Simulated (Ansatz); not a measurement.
# Geometry relaxation, with input and output: WS$_{2}$

System: WS$_{2}$ (3 atoms in the cell).
Method: DFT PBE+D3(BJ), scalar-relativistic, plane waves, PAW, no spin polarisation (Ansatz 0.2.0).

The structure derives from an entry of the Crystallography Open Database.

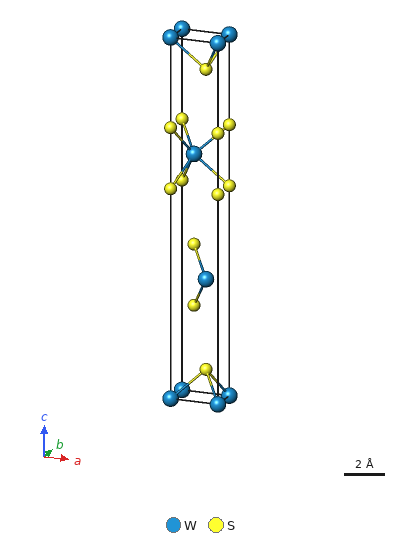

Figure 1. The structure as given in the input (ball-and-stick view of the cell 3 times as large as that of the calculation, set on its symmetry axes, seen slightly off an axis). An atom can appear more than once, as a periodic image.

Input file:
```yaml
crystal:
  lattice:
    - [1.5790003843, 0.9116362969, 6.16333]
    - [-1.5790003843, 0.9116362969, 6.16333]
    - [0.0, -1.8232725938, 6.16333]
  atoms:
    - { symbol: W, position: [0.0, 0.0, 0.0] }
    - { symbol: S, position: [0.7503, 0.7503, 0.7503] }
    - { symbol: S, position: [0.581, 0.581, 0.581] }
basis:
  ecutwfc: 420
kpoints:
  mp_grid: { grid: [6, 6, 6] }
hamiltonian:
  xc: pbe
  dispersion: d3bj
scf:
  occupations: { method: gaussian, width: 0.1 }
output:
  forces: true
  stress: true
  eigenvalues: true
relax:
  adjacent_minimum: "off"
  f_tol: 0.05
  max_steps: 80
  cell: { stress_tol: 0.5 }
```

Command:
```bash
ansatz run input.yaml --threads 8 --pin off --max-ram 20480MiB --backend cpu --events-out ev --progress --plain --runs-dir out
```

The program's output:
```
basis.fft_grid_basis auto: the FFT boxes are laid along the combinations [[1, 0, -1], [0, 1, -1], [0, 0, 1]] of the cell's own vectors, 3.158, 3.158 and 6.427 Å long. The dense box has 24×24×45 points. Along the cell's own vectors, as sized, it would have 45×45×45, 3.52 times as many. Of the 6 symmetry operations that the crystal satisfies within crystal.symmetry.tolerance (time reversal apart; of a slab, those that keep its plane) the dense box along the cell's own vectors carries 6, and the one as laid loses 4 of those. basis.fft_grid_basis: typed keeps the cell's own vectors: state it where this run's energies or levels are differenced outside the engine with another run's, or held beside a run that keeps those vectors.
Engine: ansatz 0.2.0, aarch64-unknown-linux-gnu
Pseudopotentials: kind: paw
Pseudopotential: W, paw, valence charge 14, recommended cutoff 420 eV (normal), W.paw.azcp
Pseudopotential: S, paw, valence charge 6, recommended cutoff 420 eV (normal), S.paw.azcp
Functional definition: PBE
  parameter kappa = 0.804
  parameter beta = 0.06672455060314922
  exchange = pbe_x(kappa = kappa, mu = beta*pi^2/3)
  correlation = pbe_c(beta = beta)
Crystal: 3 atoms, lattice volume = 53.232 Å³
Basis set: ecut = 420 eV, 1011 PW (Γ), FFT grids on a1−a3, a2−a3, a3, exchange–correlation on 48×48×90 points (8 copies of the dense FFT grid, shifted against one another)
Bands: 17, of which v1, the nominal top of the filled ones, is band 13 counted from 1 (12 counted from 0)
Symmetry: 6 space group operations
Space group: R3m (ITA 160), of the structure as read, at distance tolerance 3.8e-5 Å
k-points: 32 of 216 (time reversal used)
Non-local potential: W, projectors of the file, l = 0: 3, l = 1: 2, l = 2: 2, l = 3: 1
Non-local potential: S, projectors of the file, l = 0: 2, l = 1: 2, l = 2: 2
PAW form: soft (Blöchl's): semilocal exchange-correlation on the pseudo side does not see the compensation charge
PAW one-centre angular grid: W, 590 points (default); XC on 64 Gauss nodes
PAW one-centre angular grid: S, 110 points (default); XC on 64 Gauss nodes
Initial density: superposition of atomic densities (neutral atoms: chi_scale 0, normalization atom), corrected by the library's trained network
Initial wavefunctions: pseudopotential atomic-orbital guess
Functional: x = pbe(κ = 0.804, μ = 0.2195149727645171), c = pbe(β = 0.06672455060314922)
SCF iter   1: F=—  HF=-12192.641279 eV  |F-HF|=—  |Δ(HF+E_count)|=         —  Δρ=5.26e-3  dr2=7.44e-3  ethr=1.77e-3  ⟨swp⟩=5.7  Hψ=3043  notcnv=0
preconditioner: auto → none  [insulator: Δε(μ)=1.017 eV  Ē_g=8.847 eV  σ=0.100 eV  W_gap=1.00  n_scr=16 (ndim 8)  ℏωp=21.6 eV  f_vac=0.015  D(μ)=0.00/eV (n_scr^D=0)  ε∞_Penn≈7.0]
SCF iter   2: F=—  HF=-12192.645403 eV  |F-HF|=—  |Δ(HF+E_count)|=   4.12e-3  Δρ=3.44e-3  dr2=1.07e-2  ethr=2.86e-5  ⟨swp⟩=2.0  Hψ=1003  notcnv=0
SCF iter   3: F=—  HF=-12192.645276 eV  |F-HF|=—  |Δ(HF+E_count)|=   1.28e-4  Δρ=2.26e-3  dr2=3.85e-3  ethr=2.86e-5  ⟨swp⟩=2.1  Hψ=764  notcnv=0
SCF iter   4: F=—  HF=-12192.645680 eV  |F-HF|=—  |Δ(HF+E_count)|=   4.05e-4  Δρ=1.03e-3  dr2=4.52e-4  ethr=1.48e-5  ⟨swp⟩=2.2  Hψ=697  notcnv=0
SCF iter   5: F=—  HF=-12192.645881 eV  |F-HF|=—  |Δ(HF+E_count)|=   2.01e-4  Δρ=3.23e-4  dr2=5.64e-5  ethr=1.74e-6  ⟨swp⟩=2.2  Hψ=747  notcnv=0
SCF iter   6: F=—  HF=-12192.645867 eV  |F-HF|=—  |Δ(HF+E_count)|=   1.35e-5  Δρ=8.54e-5  dr2=2.17e-6  ethr=2.17e-7  ⟨swp⟩=2.1  Hψ=770  notcnv=0
SCF iter   7: F=—  HF=-12192.645870 eV  |F-HF|=—  |Δ(HF+E_count)|=   2.48e-6  Δρ=1.96e-5  dr2=4.00e-7  ethr=8.36e-9  ⟨swp⟩=2.0  Hψ=835  notcnv=0
SCF iter   8: F=-12192.645870 eV  HF=-12192.645870 eV  |F-HF|=7.13e-10  |Δ(HF+E_count)|=   9.48e-8  Δρ=4.96e-6  dr2=2.21e-8  ethr=3.85e-10  ⟨swp⟩=6.0  Hψ=2546  notcnv=0
SCF 1 converged in 8 iterations: F = -12192.645870 eV  dr2 = 2.21e-8
  greatest PAW one-centre occupation: 1.000 electrons in one spin orbital (limit 2), on the W atom at site 0 (counted from 0), in its partial waves of l = 0
relax step   1: F+E_penalty+E_count = -12192.64586991 eV  Δ(F+E_penalty+E_count) = +0.000e0 eV  max|allowed force component| = 6.076e-1 eV/Å  Δτ_max = 0.0000 Å  P = +0.553 GPa  Ω = 53.232 Å³  (8 SCF iters, dr2 threshold 1.00e-7 eV, accepted)
Crystal: 3 atoms, lattice volume = 51.252 Å³
Basis set: ecut = 420 eV, 999 PW (Γ), FFT grids on a1−a3, a2−a3, a3, exchange–correlation on 48×48×90 points (8 copies of the dense FFT grid, shifted against one another)
Initial density: handed on by an earlier stage of this run
Initial wavefunctions: those handed on with the density
iter 1 solved again at ethr=3.74e-5 eV; its pass at ethr=3.10e-3 eV (dr2=9.74e-3 eV) is discarded
SCF iter   1: F=—  HF=-12192.653283 eV  |F-HF|=—  |Δ(HF+E_count)|=         —  Δρ=4.77e-3  dr2=9.80e-3  ethr=3.74e-5  ⟨swp⟩=1.8  Hψ=3328  notcnv=0
preconditioner: auto → none  [insulator: Δε(μ)=0.851 eV  Ē_g=8.875 eV  σ=0.100 eV  W_gap=1.00  n_scr=16 (ndim 8)  ℏωp=22.0 eV  f_vac=0.004  D(μ)=0.00/eV (n_scr^D=0)  ε∞_Penn≈7.1]
SCF iter   2: F=—  HF=-12192.651422 eV  |F-HF|=—  |Δ(HF+E_count)|=   1.86e-3  Δρ=2.22e-3  dr2=2.20e-3  ethr=3.74e-5  ⟨swp⟩=2.0  Hψ=768  notcnv=0
SCF iter   3: F=—  HF=-12192.651244 eV  |F-HF|=—  |Δ(HF+E_count)|=   1.78e-4  Δρ=1.02e-3  dr2=3.01e-4  ethr=8.45e-6  ⟨swp⟩=2.2  Hψ=741  notcnv=0
SCF iter   4: F=—  HF=-12192.651250 eV  |F-HF|=—  |Δ(HF+E_count)|=   6.29e-6  Δρ=1.37e-4  dr2=1.59e-5  ethr=1.16e-6  ⟨swp⟩=2.3  Hψ=815  notcnv=0
SCF iter   5: F=—  HF=-12192.651282 eV  |F-HF|=—  |Δ(HF+E_count)|=   3.20e-5  Δρ=2.17e-5  dr2=2.96e-7  ethr=6.10e-8  ⟨swp⟩=2.1  Hψ=747  notcnv=0
SCF iter   6: F=-12192.651282 eV  HF=-12192.651282 eV  |F-HF|=2.61e-9  |Δ(HF+E_count)|=   4.49e-9  Δρ=7.08e-6  dr2=1.91e-8  ethr=1.14e-9  ⟨swp⟩=3.3  Hψ=2400  notcnv=0
SCF 2 converged in 6 iterations: F = -12192.651282 eV  dr2 = 1.91e-8
relax step   2: F+E_penalty+E_count = -12192.65128202 eV  Δ(F+E_penalty+E_count) = -5.412e-3 eV  max|allowed force component| = 2.883e-1 eV/Å  Δτ_max = 0.0729 Å  P = +0.303 GPa  Ω = 51.252 Å³  energy of the carried Pulay correction = +3.649e-4 eV  (6 SCF iters, dr2 threshold 3.00e-7 eV, accepted)
Crystal: 3 atoms, lattice volume = 52.230 Å³
iter 1 solved again at ethr=1.11e-5 eV; its pass at ethr=3.10e-3 eV (dr2=2.89e-3 eV) is discarded
SCF iter   1: F=—  HF=-12192.657869 eV  |F-HF|=—  |Δ(HF+E_count)|=         —  Δρ=1.95e-3  dr2=2.70e-3  ethr=1.11e-5  ⟨swp⟩=2.1  Hψ=3125  notcnv=0
preconditioner: auto → none  [insulator: Δε(μ)=0.934 eV  Ē_g=8.846 eV  σ=0.100 eV  W_gap=1.00  n_scr=16 (ndim 8)  ℏωp=21.8 eV  f_vac=0.011  D(μ)=0.00/eV (n_scr^D=0)  ε∞_Penn≈7.1]
SCF iter   2: F=—  HF=-12192.657911 eV  |F-HF|=—  |Δ(HF+E_count)|=   4.24e-5  Δρ=1.63e-3  dr2=4.00e-3  ethr=1.04e-5  ⟨swp⟩=2.0  Hψ=766  notcnv=0
SCF iter   3: F=—  HF=-12192.657413 eV  |F-HF|=—  |Δ(HF+E_count)|=   4.98e-4  Δρ=8.51e-4  dr2=7.18e-4  ethr=1.04e-5  ⟨swp⟩=2.0  Hψ=758  notcnv=0
SCF iter   4: F=—  HF=-12192.657320 eV  |F-HF|=—  |Δ(HF+E_count)|=   9.28e-5  Δρ=3.75e-4  dr2=5.85e-5  ethr=2.76e-6  ⟨swp⟩=2.1  Hψ=694  notcnv=0
SCF iter   5: F=—  HF=-12192.657316 eV  |F-HF|=—  |Δ(HF+E_count)|=   4.04e-6  Δρ=1.23e-4  dr2=1.76e-5  ethr=2.25e-7  ⟨swp⟩=2.0  Hψ=732  notcnv=0
SCF iter   6: F=—  HF=-12192.657314 eV  |F-HF|=—  |Δ(HF+E_count)|=   2.39e-6  Δρ=3.83e-5  dr2=4.76e-7  ethr=6.79e-8  ⟨swp⟩=2.1  Hψ=737  notcnv=0
SCF iter   7: F=-12192.657314 eV  HF=-12192.657314 eV  |F-HF|=8.47e-9  |Δ(HF+E_count)|=   7.39e-8  Δρ=6.72e-6  dr2=1.76e-8  ethr=1.15e-9  ⟨swp⟩=6.0  Hψ=2470  notcnv=0
SCF 3 converged in 7 iterations: F = -12192.657314 eV  dr2 = 1.76e-8
relax step   3: F+E_penalty+E_count = -12192.65731380 eV  Δ(F+E_penalty+E_count) = -6.032e-3 eV  max|allowed force component| = 3.858e-2 eV/Å  Δτ_max = 0.0285 Å  P = -0.185 GPa  Ω = 52.230 Å³  energy of the carried Pulay correction = +1.829e-4 eV  (7 SCF iters, dr2 threshold 3.00e-7 eV, accepted)
Initial wavefunctions: pseudopotential atomic-orbital guess (no wavefunctions were taken with the density)
iter 1 solved again at ethr=2.94e-7 eV; its pass at ethr=3.10e-3 eV (dr2=7.65e-5 eV) is discarded
SCF iter   1: F=—  HF=-12192.657146 eV  |F-HF|=—  |Δ(HF+E_count)|=         —  Δρ=3.84e-5  dr2=1.25e-7  ethr=2.94e-7  ⟨swp⟩=3.0  Hψ=4572  notcnv=0
preconditioner: auto → none  [insulator: Δε(μ)=0.924 eV  Ē_g=8.845 eV  σ=0.100 eV  W_gap=1.00  n_scr=16 (ndim 8)  ℏωp=21.8 eV  f_vac=0.009  D(μ)=0.00/eV (n_scr^D=0)  ε∞_Penn≈7.1]
SCF iter   2: F=—  HF=-12192.657145 eV  |F-HF|=—  |Δ(HF+E_count)|=   1.32e-6  Δρ=1.86e-5  dr2=2.70e-8  ethr=4.79e-10  ⟨swp⟩=3.2  Hψ=1063  notcnv=0
SCF iter   3: F=—  HF=-12192.657145 eV  |F-HF|=—  |Δ(HF+E_count)|=   2.26e-8  Δρ=2.57e-6  dr2=6.43e-9  ethr=1.04e-10  ⟨swp⟩=2.1  Hψ=822  notcnv=0
iter 4 did not close the SCF: its close was put off for the readings that it lacked (scf_convergence_deferred on its scf_iter line)
SCF iter   4: F=-12192.657145 eV  HF=-12192.657145 eV  |F-HF|=4.00e-11  |Δ(HF+E_count)|=   1.21e-9  Δρ=8.78e-7  dr2=1.85e-10  ethr=2.47e-11  ⟨swp⟩=2.0  Hψ=768  notcnv=0
iter 5 did not close the SCF: its close was put off for the readings that it lacked (scf_convergence_deferred on its scf_iter line)
SCF iter   5: F=-12192.657145 eV  HF=-12192.657145 eV  |F-HF|=1.09e-11  |Δ(HF+E_count)|=  1.06e-10  Δρ=1.91e-7  dr2=2.22e-11  ethr=1.00e-12  ⟨swp⟩=2.4  Hψ=833  notcnv=0
SCF iter   6: F=-12192.657145 eV  HF=-12192.657145 eV  |F-HF|=5.46e-12  |Δ(HF+E_count)|=  3.64e-12  Δρ=3.81e-8  dr2=1.76e-12  ethr=1.00e-12  ⟨swp⟩=2.0  Hψ=1514  notcnv=0
SCF 4 converged in 6 iterations: F = -12192.657145 eV  dr2 = 1.76e-12
relax step   4: F+E_penalty+E_count = -12192.65714477 eV  Δ(F+E_penalty+E_count) = +1.690e-4 eV  max|allowed force component| = 3.858e-2 eV/Å  Δτ_max = 0.0000 Å  P = -0.186 GPa  Ω = 52.230 Å³  stress off target by 3.81e-1 GPa  SCF on the basis re-selected at this cell (its energy is not comparable with the rows above)  (6 SCF iters)
```

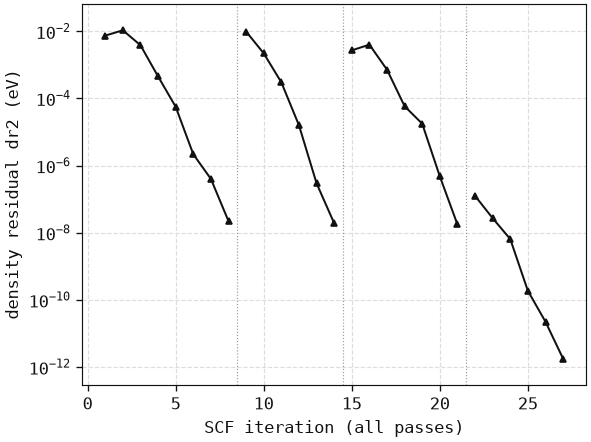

Figure 2. Convergence of the self-consistent field: density residual dr2 against the SCF iteration. The dotted lines part the SCF passes of the relaxation: geometry steps, rejected trials and re-solves on a re-selected basis. The passes take 8, 6, 7 and 6 iterations.

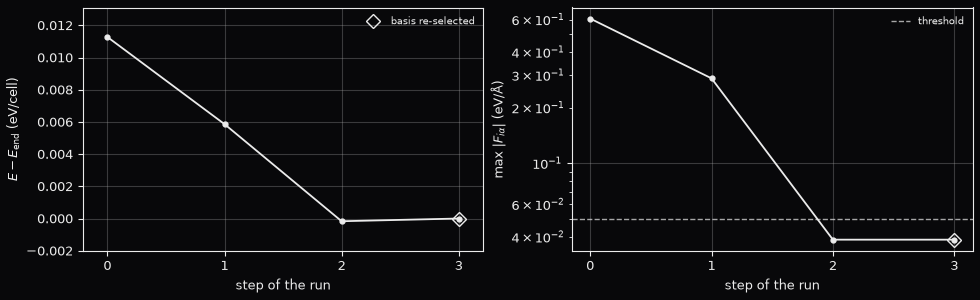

Figure 3. Progress of the relaxation, step by step (the first geometry is step 0 here and step 1 in the log).

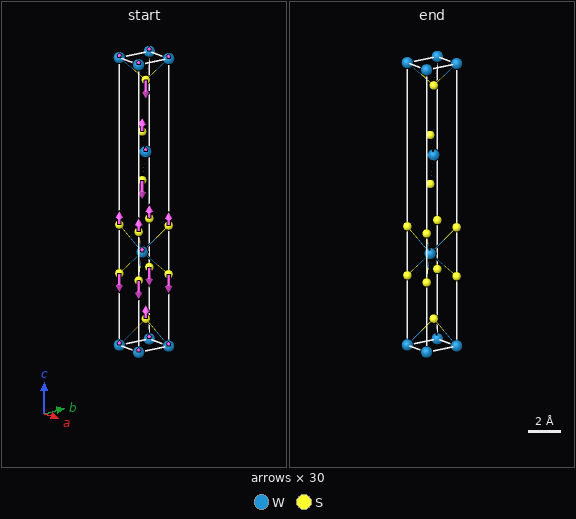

Figure 4. Before (left) and after (right) the relaxation, at one scale (ball-and-stick view of the cell 3 times as large as that of the calculation, set on its symmetry axes, seen slightly off an axis). The pink arrows give the displacements (without the part carried along by the change of the cell), magnified 30 times. After 2 geometry steps the energy has fallen by 11.4 meV per cell of the calculation. Largest force component: 0.61 eV/Å at the start, 0.039 eV/Å at the end. The pressure goes from 0.55 to −0.19 GPa. S2 moves most relative to the cell: 0.044 Å. Largest moves by element: S 0.044 Å, W 0.012 Å. Cell: a = b 3.158 → 3.157 Å (0.0 %), c 18.490 → 18.156 Å (−1.8 %). Volume −1.9 %. Distances before and after: W1–S2 2.391 → 2.408 Å, W1–S3 2.415 → 2.409 Å. The space group stays R3m (No. 160). A last SCF at the same geometry on a re-selected plane-wave basis shifts the energy by +0.2 meV per cell of the calculation. (Atoms are counted from 1 in the order of the input.)

```
basis re-selected at this cell: Δ(F+E_penalty+E_count) = +1.690e-4 eV, ΔP = -0.001 GPa vs the last step (what re-selecting the basis moved, of the pressure what is left beyond the Pulay correction that the steps carried, after the strain that the cell walked since its last selection, with what the two solves' SCF thresholds leave and, on support functions, any second-order correction that the steps lacked; it is no measure of the basis error at this ecutwfc). This SCF's stress stands 3.81e-1 GPa from its target on what of the cell is left free (relax.cell.stress_tol is 5.00e-1 GPa) and its largest allowed force component is 3.86e-2 eV/Å (relax.f_tol is 5.00e-2 eV/Å): within both
SCF converged after 6 iterations
Free energy (F): -12192.657145 eV
Harris-Foulkes:  -12192.657145 eV  (|F-HF|=5.46e-12)
Internal energy: -12192.657145 eV  (E = F + TS)
E sigma→0 (E₀):  -12192.657145 eV
Fermi energy:    12.587775 eV
--- Per-component energies (eV) ---
  E_band       = -177.939115
  E_kinetic    = 667.225250
  E_local      = -1667.550339  (includes V_loc(G=0)·N_el)
  E_nonlocal   = 57.428517
  E_hartree    = 657.861726
  E_xc         = -462.587188
  E_vxc        = -415.633049  (∫ρ·V_xc dr)
  E_paw        = -9763.165128  (= ΣΔE_a)
  E_vpaw       = -135.132842  (= ΣTr[D̂ρ^β])
  E_aug_tail   = -0.000062  (compensation charges beyond the density's cutoff)
  E_ewald      = -1680.561855
  E_disp       = -1.308066  (pairwise vdW)
  E_smearing   = -0.000000  (= −TS)
  E_closure    = -0.000000  (closes the sum)
  Σ components = -12192.657145   (vs F -12192.657145, Δ=0.00e0)
--- Forces (eV/Å), atoms counted from 1 ---
  atom   1  W      0.00000000     0.00000000    -0.01804030
  atom   2  S     -0.00000000     0.00000000    -0.02054119
  atom   3  S      0.00000000    -0.00000000     0.03858000
  max |Σ_I F_I| component: 1.48e-6 eV/Å
--- Stress (GPa, compression-positive) ---
       -0.088578       0.000000       0.000000
        0.000000      -0.088578      -0.000000
        0.000000      -0.000000      -0.381039
  P = ⅓ Tr σ = -0.1861 GPa (-1.861 kbar)
--- Band table (eV; the first three rows and the last of 32) ---
  k-point 0: bands = ["-62.4941", "-26.7978", "-26.6112", "-26.6112", "-3.6090", "-1.5623", "4.3284", "8.6027", "8.6027", "9.8119", "9.8119", "10.7022", "10.7931", "14.2703", "14.2703", "14.5747", "14.5747"]
  k-point 1: bands = ["-62.4894", "-26.7810", "-26.7038", "-26.6327", "-3.1472", "-1.4346", "4.8842", "7.5892", "8.5929", "9.0442", "9.1845", "10.5648", "10.8353", "13.5891", "14.2616", "14.4884", "14.9581"]
  k-point 2: bands = ["-62.4800", "-26.8846", "-26.7471", "-26.6755", "-2.0447", "-1.1370", "5.3753", "6.5163", "7.0820", "8.2915", "9.7826", "9.9270", "10.1427", "13.7582", "14.1277", "15.4443", "15.6830"]
  k-point 31: bands = ["-62.4941", "-26.7979", "-26.6112", "-26.6112", "-3.3151", "-2.1089", "5.5562", "8.0966", "8.5794", "8.5794", "9.8601", "9.8601", "12.1351", "14.3527", "14.3527", "14.4326", "14.4326"]
--- Relaxed structure (3 steps of the walk, 3 accepted, 1 SCFs on fresh bases) ---
  F+E_penalty+E_count = -12192.65714477 eV   max|allowed force component| = 3.858e-2 eV/Å   (the final SCF, on the basis selected at the relaxed cell)
  cell:  # Å, volume = 52.2299 Å³
    - [1.5783988344801732, 0.9112889919757193, 6.051951208642522]
    - [-1.5783988344801732, 0.9112889919757193, 6.051951208642522]
    - [-8.417476157736928e-18, -1.8225779839514387, 6.051951208642522]
  atoms:
    - { symbol: W, position: [-0.0006337016626253991, -0.0006337016626253985, -0.0006337016626253986] }
    - { symbol: S, position: [0.7527029159661124, 0.7527029159661124, 0.7527029159661124] }
    - { symbol: S, position: [0.5792307856965127, 0.5792307856965127, 0.5792307856965127] }
```

Trajectory as extended XYZ (Å, eV, eV/Å), 4 frames, from step=1 to step=4:
```
3
Lattice="1.5790 0.9116 6.1633 -1.5790 0.9116 6.1633 0.0000 -1.8233 6.1633" Properties=species:S:1:pos:R:3:forces:R:3 step=1 energy=-12192.64587 pressure_GPa=0.55
W     0.0000    0.0000    0.0000    0.0000   0.0000  -0.6076
S     0.0000    0.0000   13.8730    0.0000   0.0000   0.5216
S     0.0000    0.0000   10.7427    0.0000   0.0000   0.0861
3
Lattice="1.5700 0.9064 6.0026 -1.5700 0.9064 6.0026 0.0000 -1.8128 6.0026" Properties=species:S:1:pos:R:3:forces:R:3 step=2 energy=-12192.65128 pressure_GPa=0.30
W     0.0000    0.0000   -0.0146    0.0000   0.0000   0.1438
S     0.0000    0.0000   13.5823    0.0000   0.0000  -0.2883
S     0.0000    0.0000   10.4062    0.0000   0.0000   0.1446
3
Lattice="1.5784 0.9113 6.0520 -1.5784 0.9113 6.0520 0.0000 -1.8226 6.0520" Properties=species:S:1:pos:R:3:forces:R:3 step=3 energy=-12192.65731 pressure_GPa=-0.18
W     0.0000    0.0000   -0.0115    0.0000   0.0000  -0.0181
S     0.0000    0.0000   13.6660    0.0000   0.0000  -0.0205
S     0.0000    0.0000   10.5164    0.0000   0.0000   0.0386
3
Lattice="1.5784 0.9113 6.0520 -1.5784 0.9113 6.0520 0.0000 -1.8226 6.0520" Properties=species:S:1:pos:R:3:forces:R:3 step=4 energy=-12192.65714 pressure_GPa=-0.19
W     0.0000    0.0000   -0.0115    0.0000   0.0000  -0.0180
S     0.0000    0.0000   13.6660    0.0000   0.0000  -0.0205
S     0.0000    0.0000   10.5164    0.0000   0.0000   0.0386
```

Summary:

| quantity | value |
| --- | --- |
| outcome | converged |
| space group (tolerance 0.01 Å) | R3m (160) |
| electrons treated | 26 |
| free energy | −12192.6571 eV |
| Fermi energy | 12.588 eV |
| gap on the k-point mesh | 0.92 eV |
| pressure | −0.19 GPa |
| final volume | 52.23 Å³ |
| largest force (length of the vector) at the end | 0.039 eV/Å |
| final cell | a = 6.320 Å, b = 6.320 Å, c = 6.320 Å, α = 28.92°, β = 28.92°, γ = 28.92° |
| hardware | 8 threads of Arm Neoverse V2, 24 GiB of memory available, shared host |
| wall time | 2.2 s (CPU time 13 s) |
| peak memory | 0.4 GiB |

Notes:

Spin–orbit coupling is left out, which matters for W.
